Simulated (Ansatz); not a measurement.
Consider WC.

```cif
data_structure
_symmetry_space_group_name_H-M 'P 1'
_symmetry_Int_Tables_number 1
_cell_length_a 2.8366
_cell_length_b 2.9065
_cell_length_c 5.0342
_cell_angle_alpha 90.000
_cell_angle_beta 90.000
_cell_angle_gamma 90.000
_cell_volume 41.50
loop_
_atom_site_label
_atom_site_type_symbol
_atom_site_fract_x
_atom_site_fract_y
_atom_site_fract_z
_atom_site_occupancy
W1 W 0.00000 0.00000 0.00598 1
W2 W 0.00000 0.50000 0.50598 1
C1 C 0.49827 0.50000 0.16748 1
C2 C 0.49827 0.00000 0.66748 1
```

Space group Amm2; changed on purpose from its base cell (atoms moved at random by about 0.02 A); not relaxed (largest force 0.4 eV/Å); computed pressure about −4 GPa in this cell; the program warned that a starting moment wasn't kept.

Method: Kohn-Sham DFT of a periodic cell, PBEsol, spin-orbit coupling, Ansatz PAW (Ansatz 0.2.0).

What can the converged valence pseudo-density and electron localisation function tell about the bonding?

Answer. W–C (2.21 Å): ρ at the midpoint is about 0.65 e/Å³; the ELF peaks at about 0.80 in the valence shell of C, 0.7 Å from its nucleus, and is about 0.30 at the midpoint.
W–W (2.84 Å): ρ at the midpoint is about 0.37 e/Å³; the ELF is about 0.30 at the midpoint.

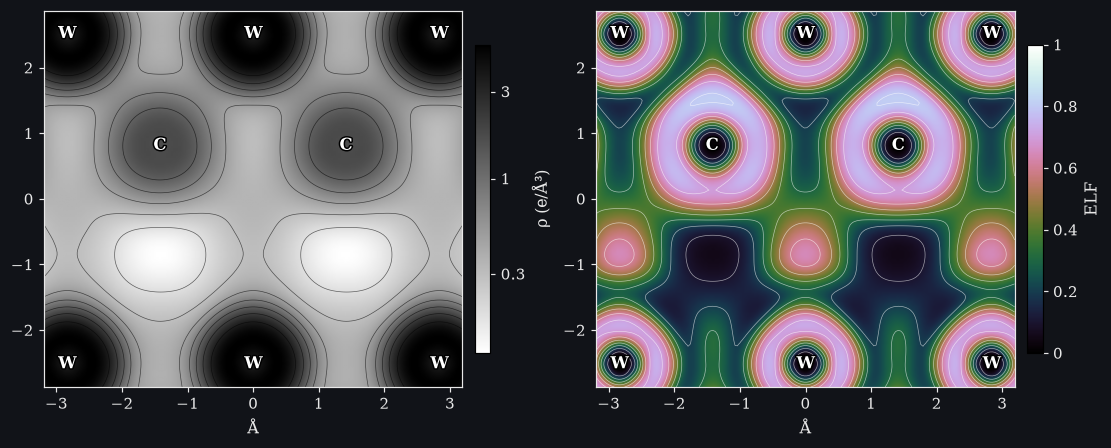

Computed valence pseudo-density and electron localisation function on the (010) plane of the conventional cell, in this order. 

Core electrons are frozen (PAW), and the valence fields are smoothed inside the atomic spheres.
